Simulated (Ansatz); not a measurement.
**Run report: ScAl₃N₄, band-structure calculation**

- system: ScAl₃N₄ (8 atoms in the cell)
- method: DFT PBE, scalar-relativistic, plane waves, PAW, no spin polarisation (Ansatz 0.2.0)

The structure was made by a generator, so it may or may not be a known phase. Figures and captions count atoms from 1; the log counts them from 0 in places.

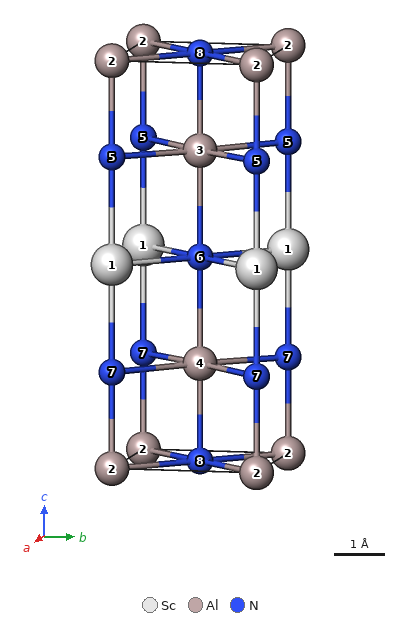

**Figure 1.** The structure as given in the input (ball-and-stick view of the cell of the calculation, seen slightly off an axis; atoms are numbered from 1 in the order of the input).

The input:
```yaml
crystal:
  lattice:
    - [2.9951236141, 0.0, 0.0]
    - [0.0, 2.9951236141, 0.0]
    - [0.0, 0.0, 8.3286057256]
  atoms:
    - { symbol: Sc, position: [0.0, 0.0, 0.5] }
    - { symbol: Al, position: [0.0, 0.0, 0.0] }
    - { symbol: Al, position: [0.5, 0.5, 0.7610864396] }
    - { symbol: Al, position: [0.5, 0.5, 0.2389135604] }
    - { symbol: "N", position: [0.0, 0.0, 0.7639775691] }
    - { symbol: "N", position: [0.5, 0.5, 0.5] }
    - { symbol: "N", position: [0.0, 0.0, 0.2360224309] }
    - { symbol: "N", position: [0.5, 0.5, 0.0] }
basis:
  ecutwfc: 420
kpoints:
  mp_grid: { grid: [10, 10, 4] }
  band_path:
    path:
      - [[0.0, 0.0, 0.0], [0.0, 0.5, 0.0], [0.5, 0.5, 0.0], [0.0, 0.0, 0.0], [0.0, 0.0, 0.5], [0.0, 0.5, 0.5], [0.5, 0.5, 0.5], [0.0, 0.0, 0.5]]
      - [[0.0, 0.5, 0.0], [0.0, 0.5, 0.5]]
      - [[0.5, 0.5, 0.0], [0.5, 0.5, 0.5]]
    npoints: 14
hamiltonian:
  xc: pbe
scf:
  occupations: { method: gaussian, width: 0.02 }
  n_extra_bands: 20
output:
  forces: true
  stress: true
  eigenvalues: true
  populations: true
  dos: { projected: true, de: 0.02, nscf_kmesh: { grid: [15, 15, 6] } }
  bader: true
  write_density: true
  write_potential: true
  elf: true
  volumetric_format: npy
```

Command:
```bash
ansatz run input.yaml --threads 1 --pin off --max-ram 2560MiB --backend cpu --events-out ev --progress --plain --runs-dir out
```

What the program printed:
```
scf.n_extra_bands = 20 over 20 filled bands (N_el = 40.0): the run solves 40 bands
Engine: ansatz 0.2.0, x86_64-unknown-linux-gnu
Pseudopotentials: kind: paw
Pseudopotential: Sc, paw, valence charge 11, recommended cutoff 420 eV (normal), Sc.paw.azcp
Pseudopotential: Al, paw, valence charge 3, recommended cutoff 420 eV (normal), Al.paw.azcp
Pseudopotential: N, paw, valence charge 5, recommended cutoff 420 eV (normal), N.paw.azcp
Functional definition: PBE
  parameter kappa = 0.804
  parameter beta = 0.06672455060314922
  exchange = pbe_x(kappa = kappa, mu = beta*pi^2/3)
  correlation = pbe_c(beta = beta)
Crystal: 8 atoms, lattice volume = 74.714 Å³
Basis set: ecut = 420 eV, 1411 PW (Γ), exchange–correlation on 48×48×120 points (8 copies of the dense FFT grid, shifted against one another)
Bands: 40, of which v1, the nominal top of the filled ones, is band 20 counted from 1 (19 counted from 0)
Symmetry: 16 space group operations
Space group: P4/mmm (ITA 123), of the structure as read, at distance tolerance 4.2e-5 Å
k-points: 63 of 400
Non-local potential: Sc, projectors of the file, l = 0: 3, l = 1: 2, l = 2: 3, l = 3: 1
Non-local potential: Al, projectors of the file, l = 0: 2, l = 1: 2, l = 2: 1
Non-local potential: N, projectors of the file, l = 0: 2, l = 1: 2, l = 2: 1
PAW form: soft (Blöchl's): semilocal exchange-correlation on the pseudo side does not see the compensation charge
PAW one-centre angular grid: Sc, 590 points (default); XC on 64 Gauss nodes
PAW one-centre angular grid: Al, 110 points (default); XC on 64 Gauss nodes
PAW one-centre angular grid: N, 110 points (default); XC on 64 Gauss nodes
Initial density: superposition of atomic densities (neutral atoms: chi_scale 0, normalization atom), corrected by the library's trained network
Initial wavefunctions: pseudopotential atomic-orbital guess
Functional: x = pbe(κ = 0.804, μ = 0.2195149727645171), c = pbe(β = 0.06672455060314922)
SCF iter   1: F=—  HF=-5294.531882 eV  |F-HF|=—  |Δ(HF+E_count)|=         —  Δρ=2.57e-3  dr2=1.88e-2  ethr=1.77e-3  ⟨swp⟩=5.6  Hψ=11986  notcnv=0  defer=111
preconditioner: auto → Resta (q_TF=auto, 2.458 Å⁻¹)  ε∞=3.6  [insulator: Δε(μ)=0.781 eV  Ē_g=15.090 eV  σ=0.020 eV  W_gap=1.00  n_scr=18 (ndim 8)  ℏωp=24.3 eV  f_vac=0.000  D(μ)=0.00/eV (n_scr^D=0)  ε∞_Penn≈3.6]
SCF iter   2: F=—  HF=-5294.528769 eV  |F-HF|=—  |Δ(HF+E_count)|=   3.11e-3  Δρ=1.48e-3  dr2=8.46e-3  ethr=4.71e-5  ⟨swp⟩=1.3  Hψ=3044  notcnv=0  defer=590
SCF iter   3: F=—  HF=-5294.526795 eV  |F-HF|=—  |Δ(HF+E_count)|=   1.97e-3  Δρ=4.24e-4  dr2=1.20e-4  ethr=2.11e-5  ⟨swp⟩=2.0  Hψ=2593  notcnv=0  defer=623
SCF iter   4: F=—  HF=-5294.526776 eV  |F-HF|=—  |Δ(HF+E_count)|=   1.86e-5  Δρ=1.24e-4  dr2=9.85e-6  ethr=3.00e-7  ⟨swp⟩=2.1  Hψ=2453  notcnv=0  defer=623
SCF iter   5: F=—  HF=-5294.526534 eV  |F-HF|=—  |Δ(HF+E_count)|=   2.42e-4  Δρ=1.62e-5  dr2=1.78e-7  ethr=2.46e-8  ⟨swp⟩=2.0  Hψ=3022  notcnv=0  defer=680
SCF iter   6: F=-5294.526534 eV  HF=-5294.526534 eV  |F-HF|=6.02e-9  |Δ(HF+E_count)|=  8.05e-10  Δρ=2.98e-6  dr2=9.62e-9  ethr=2.50e-10  ⟨swp⟩=12.9  Hψ=16307  notcnv=0
SCF 1 converged in 6 iterations: F = -5294.526534 eV  dr2 = 9.62e-9
  greatest PAW one-centre occupation: 0.998 electrons in one spin orbital (limit 2), on the Sc atom at site 0 (counted from 0), in its partial waves of l = 0
```

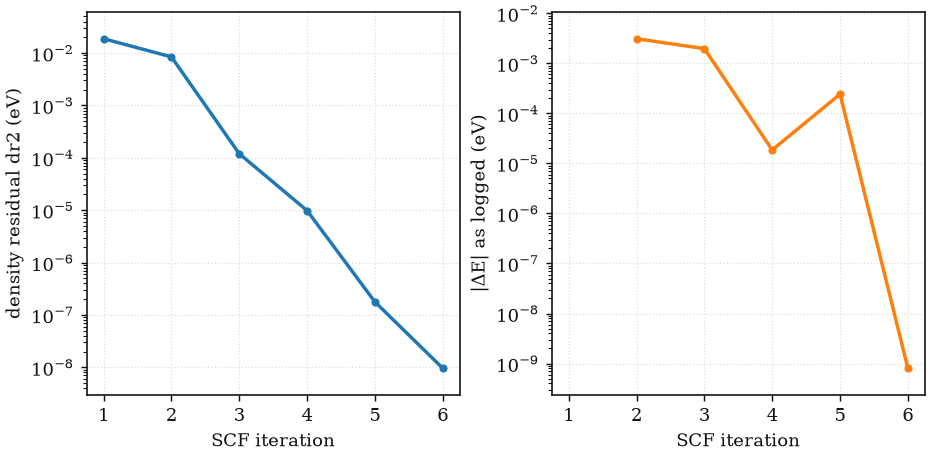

**Figure 2.** Convergence of the self-consistent field: density residual dr2 and size of the energy change against the SCF iteration. The residual falls at every step.

```
NSCF: frozen V_eff on 129 k-points
NSCF: frozen V_eff on 144 k-points
SCF converged after 6 iterations
Free energy (F): -5294.526534 eV
Harris-Foulkes:  -5294.526534 eV  (|F-HF|=6.02e-9)
Internal energy: -5294.526534 eV  (E = F + TS)
E sigma→0 (E₀):  -5294.526534 eV
Fermi energy:    11.798082 eV
--- Per-component energies (eV) ---
  E_band       = 7.274049
  E_kinetic    = 878.209512
  E_local      = -1759.982981  (includes V_loc(G=0)·N_el)
  E_nonlocal   = 287.196690
  E_hartree    = 669.904819
  E_xc         = -474.681464
  E_vxc        = -536.387884  (∫ρ·V_xc dr)
  E_paw        = -2865.288273  (= ΣΔE_a)
  E_vpaw       = -201.572064  (= ΣTr[D̂ρ^β])
  E_aug_tail   = 0.000394  (compensation charges beyond the density's cutoff)
  E_ewald      = -2029.885230
  E_smearing   = -0.000000  (= −TS)
  E_closure    = -0.000000  (closes the sum)
  Σ components = -5294.526534   (vs F -5294.526534, Δ=0.00e0)
--- Forces (eV/Å), atoms counted from 1 ---
  atom   1  Sc    -0.00000000    -0.00000000     0.00000000
  atom   2  Al    -0.00000000     0.00000000     0.00000000
  atom   3  Al     0.00000000     0.00000000    -0.00036914
  atom   4  Al     0.00000000     0.00000000     0.00036914
  atom   5  N      0.00000000     0.00000000     0.00066946
  atom   6  N      0.00000000     0.00000000     0.00000000
  atom   7  N      0.00000000     0.00000000    -0.00066946
  atom   8  N      0.00000000    -0.00000000     0.00000000
  max |Σ_I F_I| component: 1.89e-29 eV/Å
--- Stress (GPa, compression-positive) ---
       -0.011432       0.000000       0.000000
        0.000000      -0.011432       0.000000
        0.000000       0.000000      -0.018394
  P = ⅓ Tr σ = -0.0138 GPa (-0.138 kbar)
--- Band table (eV; the first three rows and the last of 63) ---
  k-point 0: bands = ["-36.3192", "-15.1813", "-14.7885", "-14.7885", "-5.3261", "-3.7645", "-3.1041", "-1.8037", "5.3216", "7.2538", "7.4139", "8.5767", "8.5767", "9.3816", "9.3816", "10.5276", "10.5276", "10.9595", "11.4260", "11.4260", "12.1698", "14.7428", "15.9521", "15.9521", "15.9597", "16.2447", "16.9255", "17.5254", "18.2893", "18.3876", "20.5860", "21.7053", "24.0246", "24.1164", "24.1372", "24.1372", "24.3397", "25.2933", "25.2933", "25.8845"]
  k-point 1: bands = ["-36.3192", "-15.1813", "-14.7885", "-14.7885", "-5.2659", "-4.0490", "-2.7642", "-1.9108", "5.3723", "6.5421", "8.3590", "8.5602", "8.5602", "9.4045", "9.4045", "10.5017", "10.5858", "10.5858", "11.3390", "11.3390", "12.1717", "15.0823", "15.9962", "15.9962", "16.2447", "16.3390", "16.8093", "16.9450", "18.1810", "18.5649", "20.9766", "21.3789", "23.0464", "23.9176", "23.9784", "23.9784", "25.4308", "25.4308", "25.7899", "25.9411"]
  k-point 2: bands = ["-36.3192", "-15.1813", "-14.7885", "-14.7885", "-5.1906", "-4.2629", "-2.4028", "-2.1249", "5.4490", "6.2014", "8.5444", "8.5444", "9.3305", "9.4261", "9.4261", "9.6427", "10.6620", "10.6620", "11.2350", "11.2350", "12.1737", "15.8299", "15.9551", "16.0403", "16.0403", "16.2447", "16.7158", "17.0699", "17.6278", "18.8609", "21.0273", "21.3650", "22.7394", "23.5906", "23.8450", "23.8450", "25.5023", "25.5023", "26.1829", "26.1829"]
  k-point 62: bands = ["-36.1835", "-15.2867", "-15.2867", "-15.0284", "-2.2159", "-1.9248", "-1.7928", "-1.6965", "4.5949", "4.5949", "5.8676", "5.8676", "7.5755", "7.7729", "7.7729", "7.8942", "8.4871", "8.5417", "9.6640", "9.6640", "13.9478", "13.9478", "15.6824", "16.1625", "17.5460", "17.8983", "17.9215", "18.3691", "18.3691", "18.5851", "22.5013", "22.5013", "23.0191", "23.0191", "23.9274", "23.9274", "24.3919", "24.5685", "24.8444", "27.8501"]
--- Löwdin populations: 8 sites ---
  site symbol       q [e]
     0     Sc     10.0525
     1     Al      1.9632
     2     Al      1.9949
     3     Al      1.9949
     4      N      5.9538
     5      N      5.8157
     6      N      5.9538
     7      N      5.9932
  spilling = 0.006948 (of n_electrons = 40.000000)
--- Bader charges: 8 sites ---
  site symbol  charge [e]  shift [e]
     0     Sc      1.8190     0.0008
     1     Al      2.4699     0.0009
     2     Al      2.4496     0.0007
     3     Al      2.4496     0.0007
     4      N     -2.3732     0.0007
     5      N     -1.9820     0.0006
     6      N     -2.3733     0.0007
     7      N     -2.4595     0.0008
  estimated error of the sums over rays = 4.0e-4 e
```

File bader_charges.tsv:
```
# site	symbol	x_ang	y_ang	z_ang	partial_charge_e	electrons	volume_ang3	relative_density_drop	shared_charge_e	partial_wave_shift_e
# quadrature_error_electrons = 4.0e-4
0	Sc	0.0000	0.0000	4.1643	1.81902	19.18098	7.88	-	1.81902	0.00078
1	Al	0.0000	0.0000	0.0000	2.46988	10.53012	3.59	-	2.46988	0.00092
2	Al	1.4976	1.4976	6.3388	2.44955	10.55045	3.82	-	2.44955	0.00072
3	Al	1.4976	1.4976	1.9898	2.44957	10.55043	3.82	-	2.44957	0.00072
4	N	0.0000	0.0000	6.3629	-2.37324	9.37324	14.28	-	-2.37324	0.00067
5	N	1.4976	1.4976	4.1643	-1.98198	8.98198	12.91	-	-1.98198	0.00058
6	N	0.0000	0.0000	1.9657	-2.37327	9.37327	14.28	-	-2.37327	0.00067
7	N	1.4976	1.4976	0.0000	-2.45953	9.45953	14.14	-	-2.45953	0.00081
```

File populations.tsv:
```
# site	symbol	l	j	q
# orbitals = lowdin
# n_electrons = 40.000000
# spilling = 0.006948
0	Sc	0_3S	-	1.910354
0	Sc	0_4S	-	0.361753
0	Sc	1_3P	-	5.982239
0	Sc	2_3D	-	1.798143
1	Al	0_3S	-	0.514384
1	Al	1_3P	-	1.448848
2	Al	0_3S	-	0.529019
2	Al	1_3P	-	1.465907
3	Al	0_3S	-	0.529019
3	Al	1_3P	-	1.465907
4	N	0_2S	-	1.448150
4	N	1_2P	-	4.505641
5	N	0_2S	-	1.476033
5	N	1_2P	-	4.339708
6	N	0_2S	-	1.448150
6	N	1_2P	-	4.505641
7	N	0_2S	-	1.434776
7	N	1_2P	-	4.558415
```

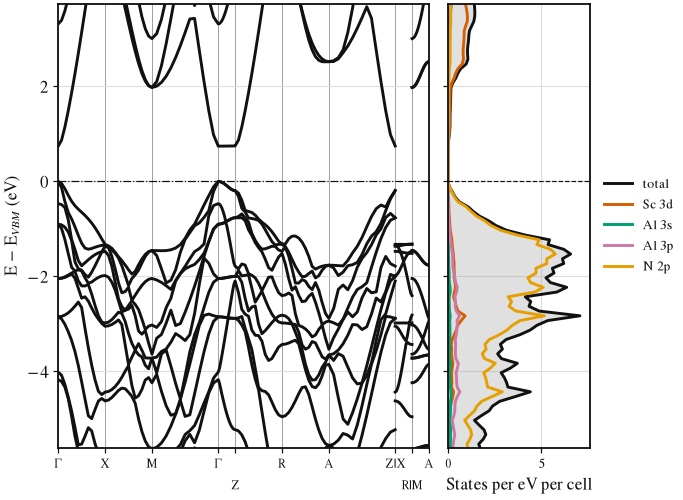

**Figure 3.** Band structure along Γ–X–M–Γ–Z–R–A–Z|X–R|M–A and density of states (projected on Löwdin-orthogonalised atomic shells), with energies from the valence-band top. There is a gap of 0.74 eV on this path, direct, at Γ.

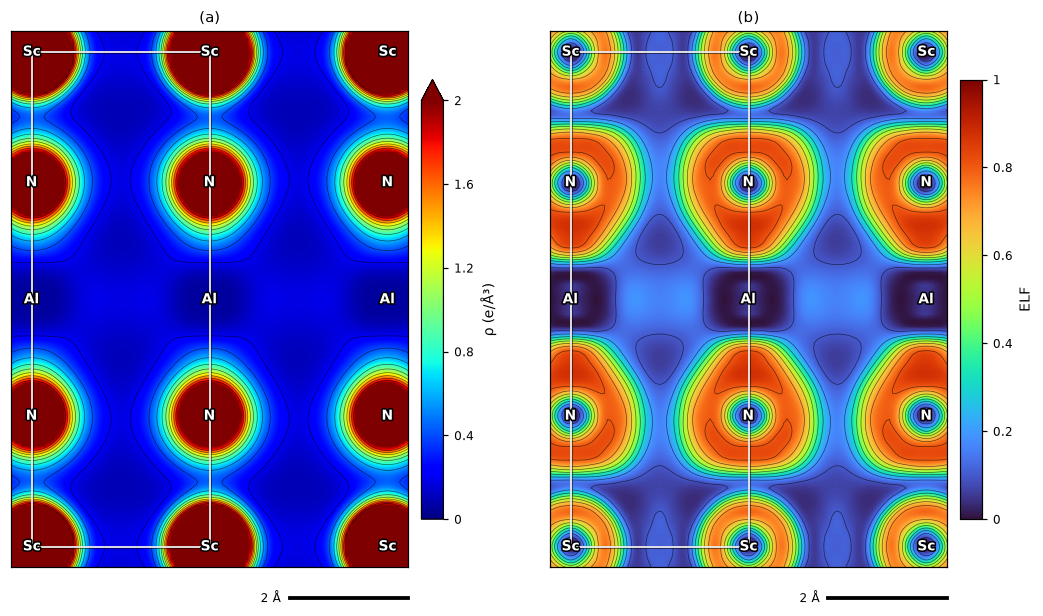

**Figure 4.** (a) valence charge density (pseudo); (b) ELF on the (010) plane of the conventional cell. Atoms in the plane: Sc, Al and N. Al–N (1.97 Å): ρ at the midpoint is about 0.6 e/Å³; the ELF is about 0.85 at the midpoint. Sc–N (2.20 Å): ρ at the midpoint is about 0.44 e/Å³; the ELF is about 0.15 at the midpoint. Away from the nuclei the density in this plane falls to 0.1 e/Å³ at its lowest. The strong features right at Sc lie inside the PAW spheres (semicore, d or f shells) and say nothing about bonding. Core electrons are frozen (PAW), so the fields are smoothed inside the atomic spheres.

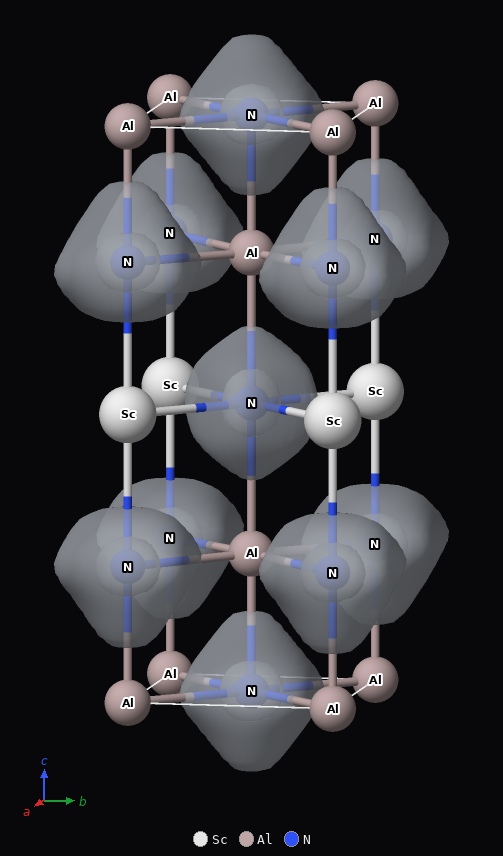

**Figure 5.** Isosurface of the ELF at 0.7 (grey), seen slightly off an axis. Core shells and regions of very low density are left out. Sticks mark near contacts. The outline is the cell set on symmetry axes. Profiles from the grid: Al–N (1.97 Å): the ELF is about 0.85 at the midpoint. Sc–N (2.12 Å): the ELF is about 0.20 at the midpoint.

Key numbers:

```csv
quantity,value
outcome,converged
space group (tolerance 0.01 Å),P4/mmm (123)
electrons treated,40
free energy,−5294.5265 eV
Fermi energy,11.798 eV
gap on the k-point mesh,0.74 eV
gap on the band path,0.74 eV
pressure,−0.01 GPa
largest force (length of the vector),0.001 eV/Å
hardware,"1 thread of Intel Xeon (Granite Rapids), 192 GiB of memory available, shared host"
wall time,76 s
peak memory,0.56 GiB
```
